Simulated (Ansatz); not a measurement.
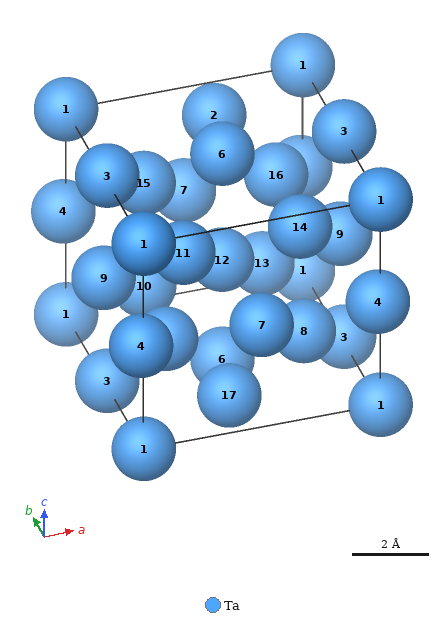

Figure 1. The starting structure (spheres-only view of the cell of the calculation, seen at an oblique angle; atoms are numbered from 1 in the order of the input). An atom can appear more than once, as a periodic image.

**Run report: Ta, nudged elastic band (part 1 of 3)**

The run: nudged elastic band of Ta (defect cell, 17 atoms in the cell). Method and program: DFT PBE, scalar-relativistic, plane waves, PAW, no spin polarisation (Ansatz 0.2.0).

The structure derives from a Materials Project entry. It belongs to a series of runs on one base structure; here: climbing-image band for the jump of Ta by 1.29 A. Figures and captions count atoms from 1; the log counts them from 0 in places.

### Input file
```yaml
crystal:
  lattice:
    - [6.6381247818, 0.0, 0.0]
    - [0.0, 6.6381247818, 0.0]
    - [0.0, 0.0, 6.6381247818]
  atoms:
    - { symbol: Ta, position: [0.0018911853, 2.39396e-05, 0.0004675605] }
    - { symbol: Ta, position: [0.5990130405, -0.0861918307, -0.1005360482] }
    - { symbol: Ta, position: [0.0104832335, 0.4962809603, 0.0051688774] }
    - { symbol: Ta, position: [-0.0128414892, -0.0099414695, 0.5125255553] }
    - { symbol: Ta, position: [0.1879906734, 0.2800788447, 0.313440167] }
    - { symbol: Ta, position: [0.500599041, 0.5076573451, -0.0005308823] }
    - { symbol: Ta, position: [0.4995911178, 0.0001261334, 0.4975168823] }
    - { symbol: Ta, position: [0.758825662, 0.2476520507, 0.2499003262] }
    - { symbol: Ta, position: [-0.0001326894, 0.5111258986, 0.4993989904] }
    - { symbol: Ta, position: [0.2501326894, 0.751664576, 0.2500996738] }
    - { symbol: Ta, position: [0.2503832061, 0.2477280133, 0.7408083908] }
    - { symbol: Ta, position: [0.4959639608, 0.4975848081, 0.4904027605] }
    - { symbol: Ta, position: [0.748440277, 0.7500633373, 0.2518947522] }
    - { symbol: Ta, position: [0.7479153862, 0.2615792213, 0.7521244906] }
    - { symbol: Ta, position: [0.247247857, 0.7499760604, 0.7517747576] }
    - { symbol: Ta, position: [0.7874046557, 0.6912440594, 0.7151732316] }
    - { symbol: Ta, position: [0.4021571853, 0.1187297579, 0.0971556428] }
basis:
  ecutwfc: 420
  xc_grid: 2
kpoints:
  mp_grid: { grid: [4, 4, 4], shift: [0.5, 0.5, 0.5] }
hamiltonian:
  xc: pbe
scf:
  occupations: { method: gaussian, width: 0.1 }
output:
  forces: true
neb:
  images: 5
  f_tol: 0.05
  max_iterations: 70
  order_check: false
  final_atoms:
    - { symbol: Ta, position: [0.0018911853, 2.39396e-05, -0.0004675605] }
    - { symbol: Ta, position: [0.5990130405, -0.0861918307, 0.1005360482] }
    - { symbol: Ta, position: [0.0104832335, 0.4962809603, -0.0051688774] }
    - { symbol: Ta, position: [-0.0128414892, -0.0099414695, 0.4874744447] }
    - { symbol: Ta, position: [0.2503832061, 0.2477280133, 0.2591916092] }
    - { symbol: Ta, position: [0.500599041, 0.5076573451, 0.0005308823] }
    - { symbol: Ta, position: [0.4995911178, 0.0001261334, 0.5024831177] }
    - { symbol: Ta, position: [0.7479153862, 0.2615792213, 0.2478755094] }
    - { symbol: Ta, position: [-0.0001326894, 0.5111258986, 0.5006010096] }
    - { symbol: Ta, position: [0.247247857, 0.7499760604, 0.2482252424] }
    - { symbol: Ta, position: [0.1879906734, 0.2800788447, 0.686559833] }
    - { symbol: Ta, position: [0.4959639608, 0.4975848081, 0.5095972395] }
    - { symbol: Ta, position: [0.7874046557, 0.6912440594, 0.2848267684] }
    - { symbol: Ta, position: [0.758825662, 0.2476520507, 0.7500996738] }
    - { symbol: Ta, position: [0.2501326894, 0.751664576, 0.7499003262] }
    - { symbol: Ta, position: [0.748440277, 0.7500633373, 0.7481052478] }
    - { symbol: Ta, position: [0.4021571853, 0.1187297579, -0.0971556428] }
```

Command:
```bash
ansatz run input.yaml --threads 4 --pin off --max-ram 10240MiB --backend cpu --events-out ev --progress --plain --runs-dir out
```

### Output
```
Warning: neb: disabling space-group detection — the band's intermediate images generally break the endpoint symmetry, so no spatial operation reduces the k-mesh or symmetrises the density, except that a semilocal band can use its path's symmetry ahead of convergence; time reversal is kept, so that k and −k are solved as one point where they differ and the mesh holds both, and exact exchange and, on two spinor components, a DFT+U term hold to it where the run has them: on two components no moment then forms, and a state that bears one, which a typed moment (crystal.atoms[].spin; refused beside efield: under a hybrid functional) reaches, can lie lower, under hf by electronvolts; crystal.symmetry.detect: false (a key that needs symmetry detection or time reversal refuses this as the deck is read) with time_reversal: false beside it drops time reversal too
Engine: ansatz 0.2.0, x86_64-unknown-linux-gnu
Pseudopotentials: kind: paw
Pseudopotential: Ta, paw, valence charge 13, recommended cutoff 420 eV (normal), Ta.paw.azcp
Functional definition: PBE
  parameter kappa = 0.804
  parameter beta = 0.06672455060314922
  exchange = pbe_x(kappa = kappa, mu = beta*pi^2/3)
  correlation = pbe_c(beta = beta)
parallel-image band execution: 4 concurrent image workers
NEB image 0
Crystal: 17 atoms, lattice volume = 292.507 Å³
Basis set: ecut = 420 eV, 5743 PW (Γ), exchange–correlation on 90×90×90 points (8 copies of the dense FFT grid, shifted against one another)
Bands: 133, of which v1, the nominal top of the filled ones, is band 111 counted from 1 (110 counted from 0)
Symmetry: 1 space group operations
k-points: 32 of 64 (time reversal used)
Non-local potential: Ta, projectors of the file, l = 0: 3, l = 1: 2, l = 2: 2, l = 3: 1
PAW form: soft (Blöchl's): semilocal exchange-correlation on the pseudo side does not see the compensation charge
PAW one-centre angular grid: Ta, 590 points (default); XC on 64 Gauss nodes
Initial density: superposition of atomic densities (neutral atoms: chi_scale 0, normalization atom), corrected by the library's trained network
Initial wavefunctions: pseudopotential atomic-orbital guess
Functional: x = pbe(κ = 0.804, μ = 0.2195149727645171), c = pbe(β = 0.06672455060314922)
SCF iter   1: F=—  HF=-168840.942596 eV  |F-HF|=—  |Δ(HF+E_count)|=         —  Δρ=1.18e-2  dr2=1.41e0  ethr=1.77e-3  ⟨swp⟩=6.3  Hψ=17167  notcnv=0  defer=5
preconditioner: auto → Kerker (q_TF=auto, 2.604 Å⁻¹)  [metal: Δε(μ)=0.002 eV  Ē_g=4.350 eV  σ=0.100 eV  W_gap=0.01  n_scr=80 (ndim 8)  ℏωp=20.0 eV  f_vac=0.000  D(μ)=15.34/eV (n_scr^D=146)]
SCF iter   2: F=—  HF=-168840.777221 eV  |F-HF|=—  |Δ(HF+E_count)|=   1.65e-1  Δρ=4.12e-3  dr2=7.12e-2  ethr=6.37e-4  ⟨swp⟩=1.2  Hψ=4903  notcnv=0  defer=40
SCF iter   3: F=—  HF=-168840.765803 eV  |F-HF|=—  |Δ(HF+E_count)|=   1.14e-2  Δρ=1.80e-3  dr2=9.94e-3  ethr=3.22e-5  ⟨swp⟩=2.0  Hψ=4976  notcnv=0  defer=40
SCF iter   4: F=—  HF=-168840.764211 eV  |F-HF|=—  |Δ(HF+E_count)|=   1.59e-3  Δρ=2.87e-4  dr2=3.29e-4  ethr=4.50e-6  ⟨swp⟩=2.0  Hψ=5139  notcnv=0  defer=40
SCF iter   5: F=—  HF=-168840.764161 eV  |F-HF|=—  |Δ(HF+E_count)|=   5.04e-5  Δρ=8.29e-5  dr2=4.64e-5  ethr=1.49e-7  ⟨swp⟩=2.0  Hψ=5245  notcnv=0  defer=40
SCF iter   6: F=—  HF=-168840.763971 eV  |F-HF|=—  |Δ(HF+E_count)|=   1.90e-4  Δρ=2.56e-5  dr2=4.42e-6  ethr=2.10e-8  ⟨swp⟩=2.0  Hψ=5227  notcnv=0  defer=79
SCF iter   7: F=—  HF=-168840.763970 eV  |F-HF|=—  |Δ(HF+E_count)|=   4.56e-7  Δρ=5.79e-6  dr2=1.66e-7  ethr=2.00e-9  ⟨swp⟩=2.0  Hψ=5207  notcnv=0  defer=81
SCF iter   8: F=-168840.763970 eV  HF=-168840.763970 eV  |F-HF|=2.28e-8  |Δ(HF+E_count)|=   2.01e-8  Δρ=1.93e-6  dr2=2.72e-8  ethr=4.52e-11  ⟨swp⟩=4.0  Hψ=12594  notcnv=0
SCF 1 converged in 8 iterations: F = -168840.763970 eV  dr2 = 2.72e-8
  greatest PAW one-centre occupation: 1.000 electrons in one spin orbital (limit 2), on the Ta atom at site 16 (counted from 0), in its partial waves of l = 0
NSCF: frozen V_eff on 32 k-points
NEB image 6
SCF iter   1: F=—  HF=-168840.942715 eV  |F-HF|=—  |Δ(HF+E_count)|=         —  Δρ=1.18e-2  dr2=1.41e0  ethr=1.77e-3  ⟨swp⟩=6.4  Hψ=17330  notcnv=0  defer=1
SCF iter   2: F=—  HF=-168840.777167 eV  |F-HF|=—  |Δ(HF+E_count)|=   1.66e-1  Δρ=4.11e-3  dr2=7.12e-2  ethr=6.38e-4  ⟨swp⟩=1.2  Hψ=4905  notcnv=0  defer=38
SCF iter   3: F=—  HF=-168840.765802 eV  |F-HF|=—  |Δ(HF+E_count)|=   1.14e-2  Δρ=1.80e-3  dr2=9.91e-3  ethr=3.22e-5  ⟨swp⟩=2.0  Hψ=4980  notcnv=0  defer=38
SCF iter   4: F=—  HF=-168840.764208 eV  |F-HF|=—  |Δ(HF+E_count)|=   1.59e-3  Δρ=2.85e-4  dr2=3.25e-4  ethr=4.48e-6  ⟨swp⟩=2.0  Hψ=5139  notcnv=0  defer=38
SCF iter   5: F=—  HF=-168840.764149 eV  |F-HF|=—  |Δ(HF+E_count)|=   5.84e-5  Δρ=8.30e-5  dr2=4.68e-5  ethr=1.47e-7  ⟨swp⟩=2.0  Hψ=5251  notcnv=0  defer=38
SCF iter   6: F=—  HF=-168840.763971 eV  |F-HF|=—  |Δ(HF+E_count)|=   1.79e-4  Δρ=2.55e-5  dr2=4.40e-6  ethr=2.12e-8  ⟨swp⟩=2.0  Hψ=5237  notcnv=0  defer=84
SCF iter   7: F=—  HF=-168840.763970 eV  |F-HF|=—  |Δ(HF+E_count)|=   4.55e-7  Δρ=5.84e-6  dr2=1.74e-7  ethr=1.99e-9  ⟨swp⟩=2.0  Hψ=5208  notcnv=0  defer=86
SCF iter   8: F=-168840.763970 eV  HF=-168840.763970 eV  |F-HF|=2.35e-8  |Δ(HF+E_count)|=   2.10e-8  Δρ=1.95e-6  dr2=2.81e-8  ethr=4.52e-11  ⟨swp⟩=4.0  Hψ=12579  notcnv=0
SCF 2 converged in 8 iterations: F = -168840.763970 eV  dr2 = 2.81e-8
[... from here on the iterations of each SCF are left out, up to the last one ...]
NSCF: frozen V_eff on 32 k-points
NEB end point (image 0): max|allowed force component| = 8.736e-3 eV/Å (the criterion of neb.relax_end_points is 1.000e-2)
NEB end point (image 6): max|allowed force component| = 8.737e-3 eV/Å (the criterion of neb.relax_end_points is 1.000e-2)
NEB image 1
preconditioner: auto → Kerker (q_TF=auto, 2.604 Å⁻¹)  [metal: Δε(μ)=0.009 eV  Ē_g=4.339 eV  σ=0.100 eV  W_gap=0.05  n_scr=80 (ndim 8)  ℏωp=20.0 eV  f_vac=0.000  D(μ)=14.85/eV (n_scr^D=146)]
SCF 3 converged in 8 iterations: F = -168839.881522 eV  dr2 = 2.87e-8
NEB image 2
preconditioner: auto → Kerker (q_TF=auto, 2.604 Å⁻¹)  [metal: Δε(μ)=0.004 eV  Ē_g=4.353 eV  σ=0.100 eV  W_gap=0.02  n_scr=80 (ndim 8)  ℏωp=20.0 eV  f_vac=0.000  D(μ)=18.95/eV (n_scr^D=202)]
SCF 4 converged in 8 iterations: F = -168838.161303 eV  dr2 = 1.93e-8
NEB image 3
preconditioner: auto → Kerker (q_TF=auto, 2.604 Å⁻¹)  [metal: Δε(μ)=0.004 eV  Ē_g=4.368 eV  σ=0.100 eV  W_gap=0.02  n_scr=80 (ndim 8)  ℏωp=20.0 eV  f_vac=0.000  D(μ)=20.37/eV (n_scr^D=250)]
SCF 5 converged in 8 iterations: F = -168837.379194 eV  dr2 = 2.32e-8
NEB image 4
SCF 6 converged in 8 iterations: F = -168838.161303 eV  dr2 = 1.93e-8
NEB image 5
SCF 7 converged in 8 iterations: F = -168839.881522 eV  dr2 = 2.91e-8
NEB iter   1: max|band force component| = 1.295e1 eV/Å  barrier→ = 3.3848 eV  barrier← = 3.3848 eV  Δτ_max = 0.1995 Å  (56 SCF iters)
NEB image 1
Initial density: handed on by an earlier stage of this run
Initial wavefunctions: those handed on with the density
preconditioner: auto → Kerker (q_TF=auto, 2.604 Å⁻¹)  [metal: Δε(μ)=0.006 eV  Ē_g=4.348 eV  σ=0.100 eV  W_gap=0.03  n_scr=80 (ndim 8)  ℏωp=20.0 eV  f_vac=0.000  D(μ)=14.70/eV (n_scr^D=146)]
SCF 8 converged in 9 iterations: F = -168839.995441 eV  dr2 = 1.02e-8
NEB image 2
preconditioner: auto → Kerker (q_TF=auto, 2.604 Å⁻¹)  [metal: Δε(μ)=0.002 eV  Ē_g=4.360 eV  σ=0.100 eV  W_gap=0.01  n_scr=80 (ndim 8)  ℏωp=20.0 eV  f_vac=0.000  D(μ)=15.72/eV (n_scr^D=146)]
SCF 9 converged in 8 iterations: F = -168839.938399 eV  dr2 = 8.18e-8
NEB image 3
preconditioner: auto → Kerker (q_TF=auto, 2.604 Å⁻¹)  [metal: Δε(μ)=0.021 eV  Ē_g=4.354 eV  σ=0.100 eV  W_gap=0.12  n_scr=80 (ndim 8)  ℏωp=20.0 eV  f_vac=0.000  D(μ)=16.24/eV (n_scr^D=170)]
SCF 10 converged in 9 iterations: F = -168839.630142 eV  dr2 = 3.56e-8
NEB image 4
SCF 11 converged in 8 iterations: F = -168839.938399 eV  dr2 = 8.17e-8
NEB image 5
SCF 12 converged in 9 iterations: F = -168839.995441 eV  dr2 = 1.02e-8
NEB iter   2: max|band force component| = 1.948e0 eV/Å  barrier→ = 1.1338 eV  barrier← = 1.1338 eV  Δτ_max = 0.1953 Å  (43 SCF iters)
[... from here on the SCF iterations and repeated set-up lines of each step are left out, up to the last step ...]
NEB image 1
SCF 13 converged in 8 iterations: F = -168840.579797 eV  dr2 = 8.11e-8
NEB image 2
SCF 14 converged in 8 iterations: F = -168840.317238 eV  dr2 = 8.83e-8
NEB image 3
SCF 15 converged in 9 iterations: F = -168840.111521 eV  dr2 = 2.41e-8
NEB image 4
SCF 16 converged in 8 iterations: F = -168840.317238 eV  dr2 = 8.79e-8
NEB image 5
SCF 17 converged in 8 iterations: F = -168840.579797 eV  dr2 = 8.09e-8
NEB iter   3: max|band force component| = 9.692e-1 eV/Å  barrier→ = 0.6524 eV  barrier← = 0.6524 eV  Δτ_max = 0.0533 Å  (41 SCF iters)
NEB image 1
SCF 18 converged in 8 iterations: F = -168840.670137 eV  dr2 = 1.16e-8
NEB image 2
SCF 19 converged in 8 iterations: F = -168840.376875 eV  dr2 = 2.14e-8
NEB image 3
SCF 20 converged in 8 iterations: F = -168840.185290 eV  dr2 = 2.20e-8
NEB image 4
SCF 21 converged in 8 iterations: F = -168840.376875 eV  dr2 = 2.14e-8
NEB image 5
SCF 22 converged in 8 iterations: F = -168840.670137 eV  dr2 = 1.15e-8
NEB iter   4: max|band force component| = 3.878e-1 eV/Å  barrier→ = 0.5787 eV  barrier← = 0.5787 eV  CI = image 3  Δτ_max = 0.0159 Å  (40 SCF iters)
NEB image 1
SCF 23 converged in 7 iterations: F = -168840.680370 eV  dr2 = 2.65e-9
NEB image 2
SCF 24 converged in 7 iterations: F = -168840.385155 eV  dr2 = 6.21e-9
NEB image 3
SCF 25 converged in 7 iterations: F = -168840.200920 eV  dr2 = 1.18e-8
NEB image 4
SCF 26 converged in 7 iterations: F = -168840.385155 eV  dr2 = 6.21e-9
NEB image 5
SCF 27 converged in 7 iterations: F = -168840.680370 eV  dr2 = 2.67e-9
NEB iter   5: max|band force component| = 2.990e-1 eV/Å  barrier→ = 0.5631 eV  barrier← = 0.5631 eV  CI = image 3  Δτ_max = 0.0326 Å  (35 SCF iters)
NEB image 1
SCF 28 converged in 6 iterations: F = -168840.686997 eV  dr2 = 1.62e-8
NEB image 2
SCF 29 converged in 6 iterations: F = -168840.397370 eV  dr2 = 7.44e-8
NEB image 3
SCF 30 converged in 7 iterations: F = -168840.214222 eV  dr2 = 1.88e-8
NEB image 4
SCF 31 converged in 6 iterations: F = -168840.397369 eV  dr2 = 7.63e-8
NEB image 5
SCF 32 converged in 6 iterations: F = -168840.686997 eV  dr2 = 1.62e-8
NEB iter   6: max|band force component| = 1.851e-1 eV/Å  barrier→ = 0.5497 eV  barrier← = 0.5497 eV  CI = image 3  Δτ_max = 0.0335 Å  (31 SCF iters)
NEB image 1
SCF 33 converged in 6 iterations: F = -168840.697951 eV  dr2 = 6.34e-8
NEB image 2
SCF 34 converged in 6 iterations: F = -168840.414120 eV  dr2 = 7.38e-8
NEB image 3
SCF 35 converged in 6 iterations: F = -168840.225892 eV  dr2 = 5.95e-8
NEB image 4
SCF 36 converged in 6 iterations: F = -168840.414120 eV  dr2 = 7.39e-8
NEB image 5
SCF 37 converged in 6 iterations: F = -168840.697951 eV  dr2 = 6.37e-8
NEB iter   7: max|band force component| = 2.711e-1 eV/Å  barrier→ = 0.5381 eV  barrier← = 0.5381 eV  CI = image 3  Δτ_max = 0.0168 Å  (30 SCF iters)
NEB image 1
SCF 38 converged in 6 iterations: F = -168840.703878 eV  dr2 = 2.10e-8
NEB image 2
SCF 39 converged in 6 iterations: F = -168840.424568 eV  dr2 = 2.50e-8
NEB image 3
SCF 40 converged in 6 iterations: F = -168840.232964 eV  dr2 = 1.39e-8
NEB image 4
SCF 41 converged in 6 iterations: F = -168840.424568 eV  dr2 = 2.50e-8
NEB image 5
SCF 42 converged in 6 iterations: F = -168840.703878 eV  dr2 = 2.09e-8
NEB iter   8: max|band force component| = 2.780e-1 eV/Å  barrier→ = 0.5310 eV  barrier← = 0.5310 eV  CI = image 3  Δτ_max = 0.0168 Å  (30 SCF iters)
NEB image 1
SCF 43 converged in 6 iterations: F = -168840.705646 eV  dr2 = 3.50e-8
NEB image 2
SCF 44 converged in 6 iterations: F = -168840.431684 eV  dr2 = 2.05e-8
```
